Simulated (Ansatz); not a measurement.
A series of calculations on TiO2

**1. Relaxation**

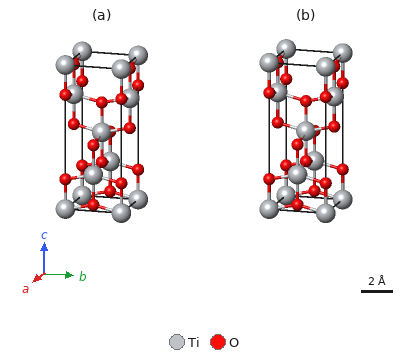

The structure of solid TiO2 (set up in I4_1/amd) before (left) and after (right) a relaxation, at one scale.

Style: ball-and-stick. Shown: the conventional cell (2 times the calculation's cell), slightly off an axis. Lengths and directions refer to the drawn axes.

Level of theory: Ansatz, DFT PBE+U, scalar-relativistic, plane waves, PAW. Settings: plane-wave cutoff 420 eV; k-point mesh 8 × 8 × 8; occupations gaussian; smearing width 0.02 eV; U Ti 4.0 eV; no spin polarisation; cell and atoms relaxed; force threshold 0.005 eV/Å; at most 80 steps.

**Describe what moved and what it gained.**

The largest moves relative to the cell, 0.018 Å, are those of O atoms. Ti stays in place. The drawn cell changes as follows: a = b 3.783 → 3.818 Å (+0.9 %), c 9.615 → 9.775 Å (+1.7 %); the volume changes by +3.6 %. Among the contacts that change: Ti–Ti 3.059 → 3.101 Å, O–Ti 1.936 → 1.958 Å, O–Ti 1.992 → 2.007 Å. The space group stays I4_1/amd (No. 141). Over 5 accepted moves (7 points after the start) the energy falls by 8.2 meV per atom. Largest force component: 0.0065 eV/Å at the start, 0.00022 eV/Å at the end. The pressure goes from 6.72 to 0.02 GPa. At 2 points the geometry stayed and the basis and grid were re-selected for the new cell (energy shift of 2.0 meV per atom at most each time). Cost: 60 s on 1 thread of Arm Neoverse V2, with other jobs on the host, peak memory 0.49 GiB.

**2. Relaxation**

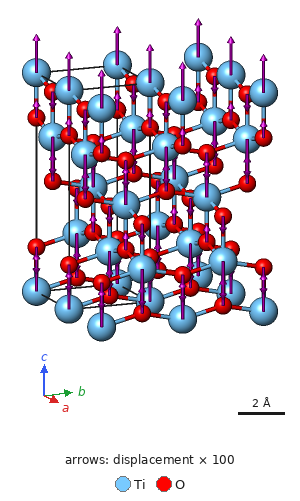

A relaxation of crystalline TiO2 (set up in Imma). The starting structure is drawn; purple arrows show the displacements (the part carried along by the change of the cell is left out), 100 times their true length.

The picture is a ball-and-stick view of the cell of the calculation, repeated 2 × 2 × 1 with one cell outlined, seen slightly off an axis.

Case: uniaxial strain along a of -3.0 %; b, c and atoms relaxed.

The calculation used DFT PBE+U, scalar-relativistic, plane waves, PAW (Ansatz).

The input:
```yaml
crystal:
  lattice:
    - [3.7034607042, 0.0, 0.0]
    - [0.0, 3.8466357314, 0.0]
    - [0.0, 0.0, 9.8484262268]
  atoms:
    - { symbol: Ti, position: [0.0, 0.0, 0.0016972801] }
    - { symbol: Ti, position: [0.0, 0.5, 0.2483027199] }
    - { symbol: Ti, position: [0.5, 0.5, 0.5016972801] }
    - { symbol: Ti, position: [0.5, 0.0, 0.7483027199] }
    - { symbol: O, position: [0.0, 0.5, 0.4545562906] }
    - { symbol: O, position: [0.0, 0.0, 0.204067172] }
    - { symbol: O, position: [0.0, 0.5, 0.045932828] }
    - { symbol: O, position: [0.5, 0.5, 0.2954437094] }
    - { symbol: O, position: [0.5, 0.0, 0.9545562906] }
    - { symbol: O, position: [0.5, 0.5, 0.704067172] }
    - { symbol: O, position: [0.5, 0.0, 0.545932828] }
    - { symbol: O, position: [0.0, 0.0, 0.7954437094] }
basis:
  ecutwfc: 420
kpoints:
  mp_grid: { grid: [6, 6, 4] }
hamiltonian:
  xc: pbe
  hubbard: { sites: [{ species: Ti, l: d, u_eff: 4.0 }] }
scf:
  occupations: { method: gaussian, width: 0.02 }
output:
  forces: true
  stress: true
  eigenvalues: true
  write_density: true
  write_potential: true
  elf: true
  volumetric_format: npy
relax:
  adjacent_minimum: "off"
  f_tol: 0.008
  max_steps: 40
  cell: { stress_tol: 0.015, fix: [a, angles] }
```

Launched with:
```bash
ansatz run input.yaml --threads 1 --pin off --max-ram 2560MiB --backend cpu --events-out ev --progress --plain --runs-dir out
```

Question: Which element moves most?

Answer: Titanium: up to 0.018 Å, against 0.013 Å for oxygen.

Question: Describe the change and its energy.

Answer: Over 6 accepted moves (8 points after the start) the energy falls by 27.7 meV per cell of the calculation. The largest force component goes from 0.49 to 0.00018 eV/Å. The pressure goes from 3.91 to 2.38 GPa. The SCF was repeated twice at an unchanged geometry on a basis and grid sized afresh for the cell, which shifted the energy by 5.5 meV per cell of the calculation at most. The largest moves relative to the cell, 0.018 Å, are those of Ti1, Ti2, Ti3 and Ti4. Ti2 goes along −c. Largest moves by element: Ti 0.018 Å, O 0.013 Å. The drawn cell changes as follows: a unchanged at 3.703 Å, b 3.847 → 3.839 Å (−0.2 %), c 9.848 → 9.958 Å (+1.1 %); the volume changes by +0.9 %. Among the contacts that change: Ti1–Ti4 3.108 → 3.158 Å, Ti1–O12 2.031 → 2.063 Å, Ti1–Ti2 3.098 → 3.089 Å, Ti1–O6 1.993 → 1.985 Å. The space group stays Imma (No. 74). The run took 4.7 min on 1 thread of Arm Neoverse V2 (shared host), peak memory 0.84 GiB.

**3. Series**

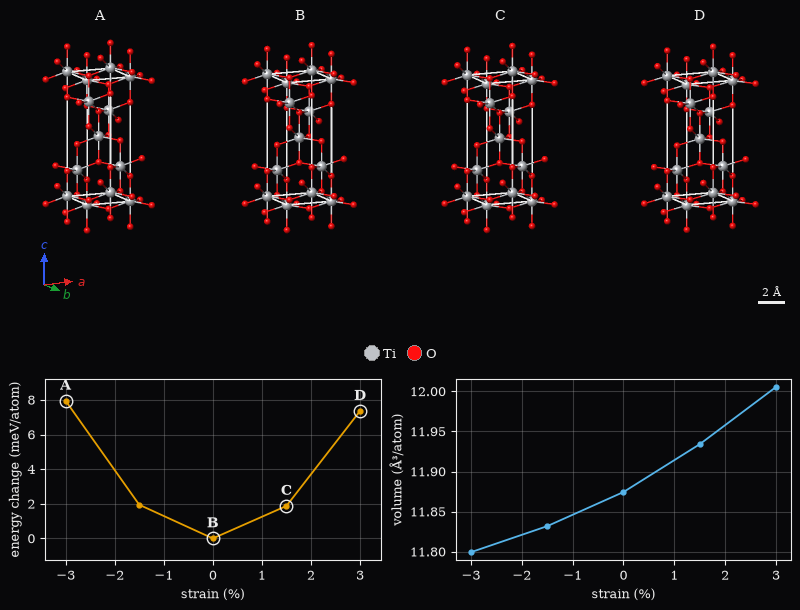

Members of a series of calculations on solid TiO$_{2}$ (set up in I4_1/amd), marked on the first curve. Style: ball-and-stick. Shown: the cell of the calculation, from a free direction.

All numbers below come from DFT PBE+U, scalar-relativistic, plane waves, PAW (Ansatz 0.2.0). Set-up: plane-wave cutoff 420 eV; k-point mesh 6 × 6 × 4; occupations gaussian; smearing width 0.02 eV; U Ti 4.0 eV; no spin polarisation.

Which kind of strain is it, and how does the structure respond?

Uniaxial strain along a; b, c and atoms relaxed. A (strain −3.0 %): energy change 7.9 meV/atom, volume 11.80 Å³ per atom. B (strain 0.0 %): energy change 0.0 meV/atom, volume 11.87 Å³ per atom. C (strain 1.5 %): energy change 1.9 meV/atom, volume 11.93 Å³ per atom. D (strain 3.0 %): energy change 7.4 meV/atom, volume 12.01 Å³ per atom. The rest compares A with D. The drawn cell changes as follows: a 3.703 → 3.933 Å (+6.2 %), b 3.839 → 3.795 Å (−1.2 %), c 9.958 → 9.653 Å (−3.1 %); the volume changes by +1.7 %. Some distances before and after: O–Ti 2.063 → 1.959 Å, O–Ti 1.917 → 2.005 Å, O–Ti 1.985 → 2.032 Å.
